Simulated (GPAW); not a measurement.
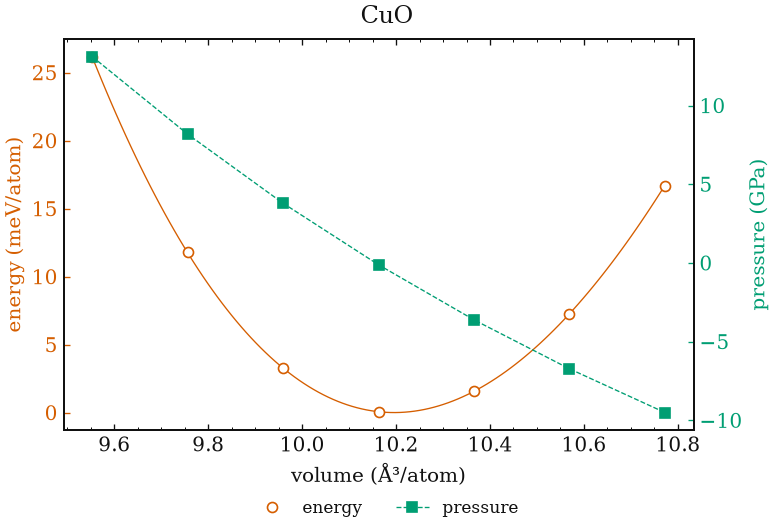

Figure. Energy and pressure against volume for CuO, space group Cc (No. 9).

A third-order Birch–Murnaghan fit gives V0 = 10.20 Å³/atom, B0 = 182 GPa and B′ = 4.7. The energy is 26.18 meV/atom at volume 9.55 Å³/atom and 16.69 meV/atom at 10.77 Å³/atom; the lowest computed point is at volume 10.16 Å³/atom (0.07 meV/atom). The pressure falls from 13.11 GPa at volume 9.55 Å³/atom to −9.51 GPa at 10.77 Å³/atom, and changes sign near 10.16 Å³/atom.

Computed with GPAW 26.7.0: PAW DFT in plane waves, on a grid or in atomic orbitals, no spin polarisation; energies at scaled volumes of the given cell, shape and fractions fixed, counted from the fit's minimum, third-order Birch-Murnaghan fit. Level: PBEsol.

- k mesh: 10×10×5
- occupations: Fermi–Dirac
- smearing width: 0.05 eV
- potentials: PAW data sets made by gpaw setup for the functional
- wave cutoff: 800 eV
- program settings: basis pw

The given structure:
```yaml
crystal:
  lattice:
    - [2.34465, -1.71340, 0.00000]
    - [2.34465, 1.71340, 0.00000]
    - [-0.86055, 0.00000, 5.05944]
  atoms:
    - { symbol: Cu, position: [0.49680, 0.00320, 0.50000] }
    - { symbol: Cu, position: [0.00320, 0.49680, 0.00000] }
    - { symbol: O, position: [0.40560, 0.57140, 0.75370] }
    - { symbol: O, position: [0.57140, 0.40560, 0.25370] }
```

Caveats: shape and atomic fractions are frozen while scaling, which makes layered, chain and framework solids too stiff.
